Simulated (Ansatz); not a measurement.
```
Mo S
1.0
     4.75246    0.00000    0.00000
     0.00000    4.75246    0.00000
     0.00000    0.00000    9.15186
Mo S
4 8
Direct
  0.00000 0.50000 0.25000
  0.50000 0.00000 0.75000
  0.00000 0.00000 0.00000
  0.50000 0.50000 0.50000
  0.50000 0.00000 0.48339
  0.00000 0.50000 0.98339
  0.00000 0.00000 0.73339
  0.50000 0.50000 0.23339
  0.00000 0.00000 0.26661
  0.50000 0.50000 0.76661
  0.50000 0.00000 0.01661
  0.00000 0.50000 0.51661
```

Space group I4₁/amd; started from the anatase prototype, which need not be the ambient phase; computed without spin polarisation.

Method: Ansatz 0.2.0, DFT, r2SCAN+rVV10, plane waves, PAW.

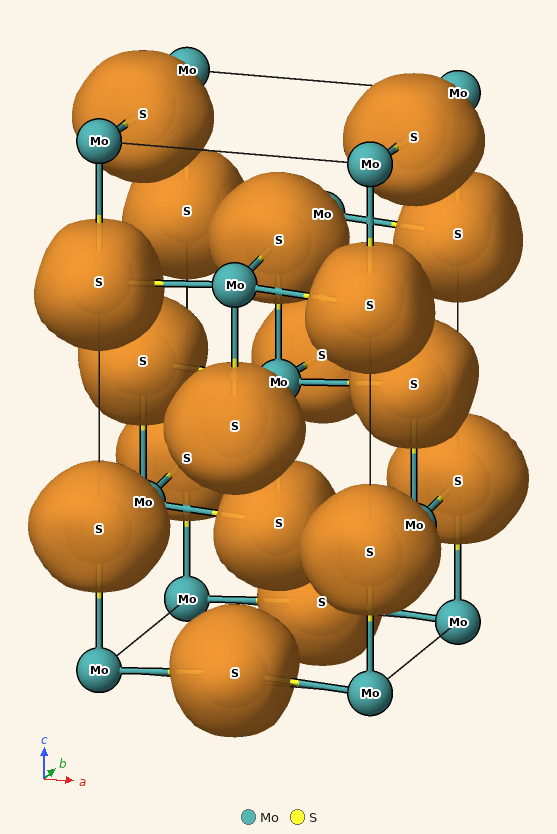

MoS₂. Isosurface of the ELF at 0.7 (orange), seen slightly off an axis. Core shells and regions of very low density are left out. Sticks mark near contacts.

Core electrons are frozen (PAW), and the valence fields are smoothed inside the atomic spheres.

> Where are the electrons localised?

At this value the surface marks out eight regions wrapped around S (the valence shell of each), counted in one cell of 12 atoms. Regions shared between cells count once. Along the contacts the grid gives the following. Mo–S (2.38 Å): the ELF peaks at about 0.85 in the valence shell of S, 0.8 Å from its nucleus, and is about 0.35 at the midpoint. Mo–S (2.44 Å): the ELF peaks at about 0.85 in the valence shell of S, 0.8 Å from its nucleus, and is about 0.40 at the midpoint.
